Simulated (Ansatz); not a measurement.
## Single-point calculation of Co3Si (part 1 of 2)

Co3Si (8 atoms in the cell), computed with DFT r2SCAN, scalar-relativistic, plane waves, PAW, spin-polarised (Ansatz 0.2.0).

The structure derives from a Materials Project entry. Figures and captions count atoms from 1; the log counts them from 0 in places.

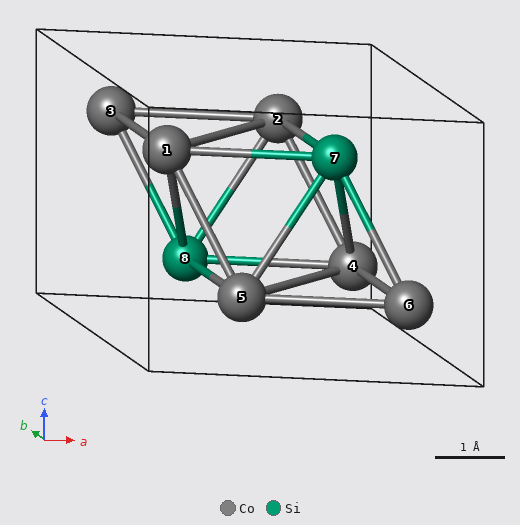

*The input geometry (ball-and-stick view of the cell of the calculation, seen slightly off an axis; atoms are numbered from 1 in the order of the input). An atom can appear more than once, as a periodic image.*

Key numbers

| quantity | value |
| --- | --- |
| outcome | converged |
| space group (tolerance 0.01 Å) | P6₃/mmc (194) |
| electrons treated | 110 |
| free energy | −32068.5582 eV |
| Fermi energy | 18.201 eV |
| gap on the k-point mesh | none (metallic) |
| net moment of the cell | 7.77 μB |
| integrated absolute moment | 9.29 μB |
| pressure | −1.99 GPa |
| largest force (length of the vector) | 0.262 eV/Å |
| hardware | 2 threads of Intel Xeon @ 2.50GHz (Skylake/Cascade Lake), 189 GiB of memory available, shared host |
| wall time | 78 s (CPU time 2.4 min) |
| peak memory | 0.77 GiB |

Notes

The electronic state found may not be the lowest one. Warnings of the run: the state was not tested for a lower one.

Input
```yaml
crystal:
  lattice:
    - [4.976470242, 0.0, 0.0]
    - [-2.488235121, 4.3097496507, 0.0]
    - [0.0, 0.0, 3.972794]
  atoms:
    - { symbol: Co, position: [0.167472, 0.334944, 0.75], spin: 3.0 }
    - { symbol: Co, position: [0.665056, 0.832528, 0.75], spin: 3.0 }
    - { symbol: Co, position: [0.167472, 0.832528, 0.75], spin: 3.0 }
    - { symbol: Co, position: [0.832528, 0.665056, 0.25], spin: 3.0 }
    - { symbol: Co, position: [0.334944, 0.167472, 0.25], spin: 3.0 }
    - { symbol: Co, position: [0.832528, 0.167472, 0.25], spin: 3.0 }
    - { symbol: Si, position: [0.66666667, 0.33333333, 0.75] }
    - { symbol: Si, position: [0.33333333, 0.66666667, 0.25] }
basis:
  ecutwfc: 500
kpoints:
  mp_grid: { grid: [6, 6, 4] }
hamiltonian:
  xc: r2scan
scf:
  occupations: { method: gaussian, width: 0.1 }
  lower_state_search: "off"
output:
  forces: true
  stress: true
  eigenvalues: true
  populations: true
magnetization:
  spin_polarized: true
```

Launched with:
```bash
ansatz run input.yaml --threads 2 --pin off --max-ram 5120MiB --backend cpu --events-out ev --progress --plain --runs-dir out
```

Log
```
Engine: ansatz 0.2.0, x86_64-unknown-linux-gnu
Pseudopotentials: kind: paw
Pseudopotential: Co, paw, valence charge 17, recommended cutoff 500 eV (meta_gga), Co.paw.azcp
Pseudopotential: Si, paw, valence charge 4, recommended cutoff 500 eV (meta_gga), Si.paw.azcp
Functional definition: r2SCAN
  parameter k0 = 0.174
  parameter k1 = 0.065
  parameter a1 = 4.9479
  exchange = r2scan_x(k0 = k0, k1 = k1, a1 = a1)
  correlation = r2scan_c
Crystal: 8 atoms, lattice volume = 85.206 Å³
Basis set: ecut = 500 eV, 2169 PW (Γ), exchange–correlation on 160×160×120 points (64 copies of the dense FFT grid, shifted against one another)
Bands: 77, of which v1, the nominal top of the filled ones, is band 55 counted from 1 (54 counted from 0)
Symmetry: 24 space group operations
Space group: P63/mmc (ITA 194), of the structure as read, at distance tolerance 4.4e-5 Å
Magnetic group: BNS 194.263 (UNI 1493), of the structure as read, at distance tolerance 4.4e-5 Å
k-points: 21 of 144
Non-local potential: Co, projectors of the file, l = 0: 3, l = 1: 2, l = 2: 3, l = 3: 1
Non-local potential: Si, projectors of the file, l = 0: 2, l = 1: 2, l = 2: 2
PAW form: soft (Blöchl's): semilocal exchange-correlation on the pseudo side does not see the compensation charge
PAW frozen core: Co, regenerated for the run's functional (the file was generated under x = pbe(κ = 0.804, μ = 0.2195149727645171), c = pbe(β = 0.06672455060314922))
PAW frozen core: Si, regenerated for the run's functional (the file was generated under x = pbe(κ = 0.804, μ = 0.2195149727645171), c = pbe(β = 0.06672455060314922))
PAW one-centre angular grid: Co, 590 points (default); XC on 160 Gauss nodes
PAW one-centre angular grid: Si, 302 points (default); XC on 160 Gauss nodes
Initial density: superposition of atomic densities (chi_scale 0.1, normalization cell)
Starting moments: Σ|m| = 18 μB on 6 of 8 sites
Initial wavefunctions: pseudopotential atomic-orbital guess
Functional: x = r2scan, c = r2scan; τ floored in thin density (d = 2e-4 eV/Å³)
iter 1 solved again at ethr=9.22e-4 eV; its pass at ethr=3.10e-3 eV (dr2=1.01e0 eV) is discarded
SCF iter   1: F=-32067.563084 eV  HF=-32065.676498 eV  |F-HF|=1.89e0  |Δ(HF+E_count)|=         —  Δρ=9.83e-2 (↑9.83e-2 ↓8.88e-2)  dr2=1.01e0  dr2_τ=1.66e-1  dr2_m=6.66e0  M=11.115 μB ∫|m|=12.103 μB  β_m=0.78  ethr=9.22e-4  ⟨swp⟩=1.9  Hψ=16334  notcnv=0
Mixer restart at iter 1: flushing history
preconditioner: auto → Kerker (q_TF=auto, 2.847 Å⁻¹)  [metal: Δε(μ)=0.016 eV  Ē_g=10.591 eV  σ=0.100 eV  W_gap=0.09  n_scr=26 (ndim 8)  ℏωp=31.7 eV  f_vac=0.000  D(μ)=7.67/eV (n_scr^D=82)]
spin=Collinear: Kerker preconditioning applied to the charge; magnetization (m = ρ↑ − ρ↓) channel mixes plain (no charge-response kernel on spin).
spin-set hold released at iteration 1 (the charge has settled, or the pull on large starting moments outlasts its swing): the magnetisation degrees of freedom join the quasi-Newton model from the next iteration; the mixer history was flushed
SCF iter   2: F=-32067.905791 eV  HF=-32067.387205 eV  |F-HF|=5.19e-1  |Δ(HF+E_count)|=    1.71e0  Δρ=3.86e-2 (↑3.35e-2 ↓3.86e-2)  dr2=8.32e-1  dr2_τ=2.66e-2  dr2_m=9.03e-1  M=10.065 μB ∫|m|=11.606 μB  β_m=1.20  ethr=9.19e-4  ⟨swp⟩=3.0  Hψ=6064  notcnv=0  κ⁻¹=1.0e0(r=1)
SCF iter   3: F=-32068.176669 eV  HF=-32067.868178 eV  |F-HF|=3.08e-1  |Δ(HF+E_count)|=   4.81e-1  Δρ=1.28e-2 (↑1.13e-2 ↓1.28e-2)  dr2=5.57e-1  dr2_τ=1.20e-3  dr2_m=4.25e-2  M=9.154 μB ∫|m|=11.128 μB  β_m=1.20  ethr=7.56e-4  ⟨swp⟩=2.1  Hψ=4324  notcnv=0  defer=60  κ⁻¹=2.4e-2(r=2)
SCF iter   4: F=-32068.406203 eV  HF=-32068.365824 eV  |F-HF|=4.04e-2  |Δ(HF+E_count)|=   4.98e-1  Δρ=6.17e-3 (↑6.17e-3 ↓5.91e-3)  dr2=1.93e-1  dr2_τ=1.55e-3  dr2_m=2.09e-3  M=8.749 μB ∫|m|=10.555 μB  β_m=1.20  ethr=5.07e-4  ⟨swp⟩=2.4  Hψ=5360  notcnv=0  defer=336  κ⁻¹=1.1e-2(r=3)
SCF iter   5: F=-32068.519008 eV  HF=-32068.509620 eV  |F-HF|=9.39e-3  |Δ(HF+E_count)|=   1.44e-1  Δρ=8.07e-3 (↑6.37e-3 ↓8.07e-3)  dr2=1.71e-2  dr2_τ=5.78e-4  dr2_m=3.40e-2  M=8.152 μB ∫|m|=9.646 μB  β_m=1.20  ethr=1.75e-4  ⟨swp⟩=2.0  Hψ=5971  notcnv=0  defer=427  κ⁻¹=4.2e-3(r=4)
SCF iter   6: F=-32068.531308 eV  HF=-32068.507069 eV  |F-HF|=2.42e-2  |Δ(HF+E_count)|=   2.55e-3  Δρ=5.11e-3 (↑4.62e-3 ↓5.11e-3)  dr2=7.76e-3  dr2_τ=2.86e-4  dr2_m=1.07e-2  M=7.843 μB ∫|m|=9.346 μB  β_m=1.20  ethr=1.56e-5  ⟨swp⟩=2.0  Hψ=4617  notcnv=0  defer=427  κ⁻¹=2.5e-4(r=5)
SCF iter   7: F=-32068.541488 eV  HF=-32068.528581 eV  |F-HF|=1.29e-2  |Δ(HF+E_count)|=   2.15e-2  Δρ=4.61e-3 (↑3.65e-3 ↓4.61e-3)  dr2=4.09e-3  dr2_τ=1.97e-4  dr2_m=9.26e-3  M=7.776 μB ∫|m|=9.313 μB  β_m=1.20  ethr=7.05e-6  ⟨swp⟩=2.0  Hψ=5588  notcnv=0  defer=427  κ⁻¹=1.2e-4(r=6)
SCF iter   8: F=-32068.545166 eV  HF=-32068.538823 eV  |F-HF|=6.34e-3  |Δ(HF+E_count)|=   1.02e-2  Δρ=2.29e-3 (↑1.64e-3 ↓2.29e-3)  dr2=2.76e-3  dr2_τ=5.24e-5  dr2_m=3.80e-4  M=7.853 μB ∫|m|=9.371 μB  β_m=1.20  ethr=3.72e-6  ⟨swp⟩=2.0  Hψ=5296  notcnv=0  defer=424  κ⁻¹=1.0e-4(r=7)
SCF iter   9: F=-32068.550633 eV  HF=-32068.547398 eV  |F-HF|=3.24e-3  |Δ(HF+E_count)|=   8.57e-3  Δρ=3.29e-3 (↑3.29e-3 ↓2.41e-3)  dr2=2.26e-3  dr2_τ=8.09e-5  dr2_m=4.89e-3  M=7.871 μB ∫|m|=9.395 μB  β_m=1.20  ethr=2.51e-6  ⟨swp⟩=2.0  Hψ=5583  notcnv=0  defer=424  κ⁻¹=1.7e-5(r=8)
SCF iter  10: F=-32068.552679 eV  HF=-32068.550488 eV  |F-HF|=2.19e-3  |Δ(HF+E_count)|=   3.09e-3  Δρ=2.03e-3 (↑2.03e-3 ↓1.81e-3)  dr2=1.28e-3  dr2_τ=3.57e-5  dr2_m=1.85e-3  M=7.856 μB ∫|m|=9.383 μB  β_m=1.20  ethr=2.05e-6  ⟨swp⟩=1.9  Hψ=3845  notcnv=0  defer=424  κ⁻¹=7.5e-5(r=8)
SCF iter  11: F=-32068.557266 eV  HF=-32068.555692 eV  |F-HF|=1.57e-3  |Δ(HF+E_count)|=   5.20e-3  Δρ=1.19e-3 (↑1.19e-3 ↓5.69e-4)  dr2=5.57e-4  dr2_τ=1.23e-5  dr2_m=2.81e-4  M=7.790 μB ∫|m|=9.319 μB  β_m=1.20  ethr=1.17e-6  ⟨swp⟩=2.1  Hψ=5326  notcnv=0  defer=424  κ⁻¹=3.4e-5(r=8)
SCF iter  12: F=-32068.557343 eV  HF=-32068.556552 eV  |F-HF|=7.91e-4  |Δ(HF+E_count)|=   8.60e-4  Δρ=7.96e-4 (↑7.96e-4 ↓7.43e-4)  dr2=2.42e-4  dr2_τ=6.68e-6  dr2_m=2.70e-4  M=7.778 μB ∫|m|=9.305 μB  β_m=1.20  ethr=5.06e-7  ⟨swp⟩=2.5  Hψ=5449  notcnv=0  defer=424  κ⁻¹=4.4e-5(r=8)
SCF iter  13: F=-32068.558071 eV  HF=-32068.557998 eV  |F-HF|=7.36e-5  |Δ(HF+E_count)|=   1.45e-3  Δρ=3.84e-4 (↑1.49e-4 ↓3.84e-4)  dr2=4.86e-5  dr2_τ=2.28e-6  dr2_m=2.27e-5  M=7.761 μB ∫|m|=9.277 μB  β_m=1.20  ethr=2.20e-7  ⟨swp⟩=2.1  Hψ=5315  notcnv=0  defer=424  κ⁻¹=6.1e-5(r=8)
SCF iter  14: F=-32068.558171 eV  HF=-32068.558142 eV  |F-HF|=2.87e-5  |Δ(HF+E_count)|=   1.45e-4  Δρ=1.86e-4 (↑1.25e-4 ↓1.86e-4)  dr2=1.41e-5  dr2_τ=9.86e-7  dr2_m=3.79e-6  M=7.756 μB ∫|m|=9.266 μB  β_m=1.20  ethr=4.42e-8  ⟨swp⟩=2.5  Hψ=5278  notcnv=0  defer=424  κ⁻¹=5.1e-5(r=8)
SCF iter  15: F=-32068.558183 eV  HF=-32068.558175 eV  |F-HF|=7.95e-6  |Δ(HF+E_count)|=   3.25e-5  Δρ=6.07e-5 (↑5.08e-5 ↓6.07e-5)  dr2=3.18e-6  dr2_τ=7.73e-8  dr2_m=3.02e-7  M=7.763 μB ∫|m|=9.273 μB  β_m=1.20  ethr=1.28e-8  ⟨swp⟩=2.0  Hψ=4739  notcnv=0  defer=424  κ⁻¹=1.6e-4(r=8)
SCF iter  16: F=-32068.558192 eV  HF=-32068.558188 eV  |F-HF|=3.27e-6  |Δ(HF+E_count)|=   1.35e-5  Δρ=3.78e-5 (↑3.29e-5 ↓3.78e-5)  dr2=5.94e-7  dr2_τ=3.39e-8  dr2_m=5.98e-7  M=7.766 μB ∫|m|=9.275 μB  β_m=1.20  ethr=2.89e-9  ⟨swp⟩=2.1  Hψ=5151  notcnv=0  defer=424  κ⁻¹=3.0e-5(r=8)
SCF iter  17: F=-32068.558193 eV  HF=-32068.558191 eV  |F-HF|=2.45e-6  |Δ(HF+E_count)|=   2.50e-6  Δρ=2.67e-5 (↑1.55e-5 ↓2.67e-5)  dr2=3.88e-7  dr2_τ=1.43e-8  dr2_m=1.80e-7  M=7.768 μB ∫|m|=9.277 μB  β_m=1.20  ethr=5.40e-10  ⟨swp⟩=2.0  Hψ=5156  notcnv=0  defer=424  κ⁻¹=1.1e-5(r=8)
SCF iter  18: F=-32068.558194 eV  HF=-32068.558194 eV  |F-HF|=6.78e-7  |Δ(HF+E_count)|=   3.01e-6  Δρ=2.21e-5 (↑1.60e-5 ↓2.21e-5)  dr2=1.17e-7  dr2_τ=4.54e-9  dr2_m=2.41e-7  M=7.770 μB ∫|m|=9.279 μB  β_m=1.20  ethr=3.53e-10  ⟨swp⟩=2.5  Hψ=5265  notcnv=0  defer=424  κ⁻¹=6.1e-6(r=8)
SCF iter  19: F=-32068.558195 eV  HF=-32068.558195 eV  |F-HF|=2.11e-7  |Δ(HF+E_count)|=   9.38e-7  Δρ=6.38e-6 (↑6.38e-6 ↓6.12e-6)  dr2=1.94e-8  dr2_τ=1.09e-9  dr2_m=1.59e-8  M=7.772 μB ∫|m|=9.281 μB  β_m=1.20  ethr=9.09e-11  ⟨swp⟩=10.1  Hψ=15674  notcnv=0  κ⁻¹=1.2e-5(r=8)
SCF iter  20: F=-32068.558195 eV  HF=-32068.558195 eV  |F-HF|=7.08e-8  |Δ(HF+E_count)|=   2.41e-7  Δρ=4.27e-6 (↑3.50e-6 ↓4.27e-6)  dr2=5.38e-9  dr2_τ=2.11e-10  dr2_m=8.97e-9  M=7.772 μB ∫|m|=9.282 μB  β_m=1.20  ethr=1.76e-11  ⟨swp⟩=3.6  Hψ=8602  notcnv=0  κ⁻¹=7.0e-6(r=8)
SCF iter  21: F=-32068.558195 eV  HF=-32068.558195 eV  |F-HF|=1.52e-8  |Δ(HF+E_count)|=   9.85e-8  Δρ=2.12e-6 (↑1.33e-6 ↓2.12e-6)  dr2=1.56e-9  dr2_τ=4.06e-11  dr2_m=1.64e-9  M=7.773 μB ∫|m|=9.282 μB  ethr=4.89e-12  ⟨swp⟩=3.9  Hψ=9138  notcnv=0
SCF 1 converged in 21 iterations: F = -32068.558195 eV  dr2 = 1.56e-9
  greatest PAW one-centre occupation: 1.004 electrons in one spin orbital (limit 2), on the Co atom at site 5 (counted from 0), in its partial waves of l = 1
```

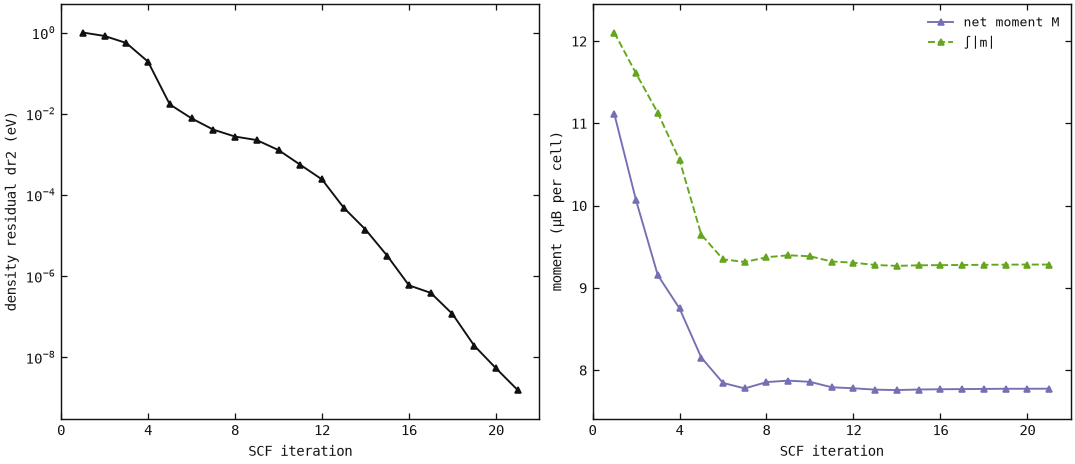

*Convergence of the self-consistent field: density residual dr2 and magnetic moment against the SCF iteration.*

The residual falls at every step. The net moment goes from 11.1 to 7.8 μB per cell.
